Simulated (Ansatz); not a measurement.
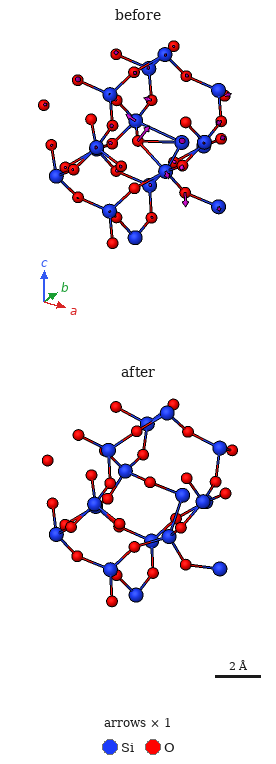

The structure of a defect cell of composition Si₂₅O₄₈ before (top) and after (bottom) a relaxation, at one scale. The purple arrows give the displacements, at their true length.

Style: ball-and-stick. Shown: the atoms within 5.0 Å of the atom that moves most (axes of the cell of the calculation (origin shifted)), slightly off an axis.

Computed with Ansatz 0.2.0, DFT, PBEsol, PAW, plane waves. (plane-wave cutoff 420 eV; k-point mesh 1 × 1 × 1; mesh shifted by (0.25, 0.25, 0.25); no spin polarisation; atoms relaxed in a fixed cell; force threshold 0.03 eV/Å; at most 80 steps)

**Describe what moved and what it gained.**

After 16 geometry steps the energy has fallen by 21.840 eV per cell of the calculation. The largest force component goes from 50 to 0.027 eV/Å. The atom that moves furthest is an O atom (0.96 Å along [2 1 2]). Largest moves by element: O 0.96 Å, Si 0.56 Å. The cell doesn't change. Some distances before and after: O–Si 2.287 → 3.171 Å, Si–Si 3.072 → 3.930 Å, O–O 1.827 → 2.667 Å, O–Si 2.377 → 3.108 Å. Among the angles between lasting bonds that change: O–Si–O 146.9° → 106.2°, O–Si–O 79.9° → 111.3°, Si–Si–O 146.5° → 122.7°. Cost: 16 s on 1 × NVIDIA GB300 Max-Q with 8 threads of Arm Neoverse-V2, peak memory 1.9 GiB.
